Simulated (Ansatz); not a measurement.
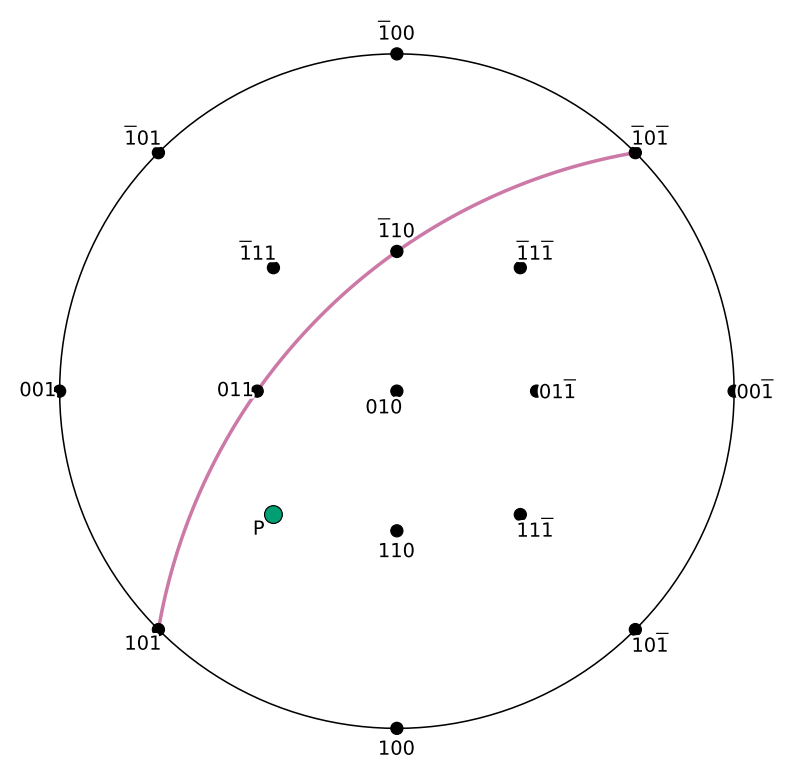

For MgTe, the end point of a relaxation with DFT PBEsol, scalar-relativistic, plane waves, PAW (Ansatz): stereographic projection of plane normals (upper hemisphere) centred on (0 1 0). Symmetry computed with spglib at a tolerance of 0.002 Å; standard conventional cell.

a = 6.439 Å, b = 6.439 Å, c = 6.439 Å, α = 90.00°, β = 90.00°, γ = 90.00°.

Question: Index the pole marked P.

Answer: P is (1 1 1), 54.7° from the centre.

Question: Which zone does the coloured great circle trace?

Answer: The zone [1 1 −1]: its poles satisfy h + k − l = 0.

Question: What is the angle between the normals of (−1 0 −1) and (−1 0 0), and what are their d_hkl = 1/|g|?

Answer: 45.0°; d = 4.553 Å and 6.439 Å.
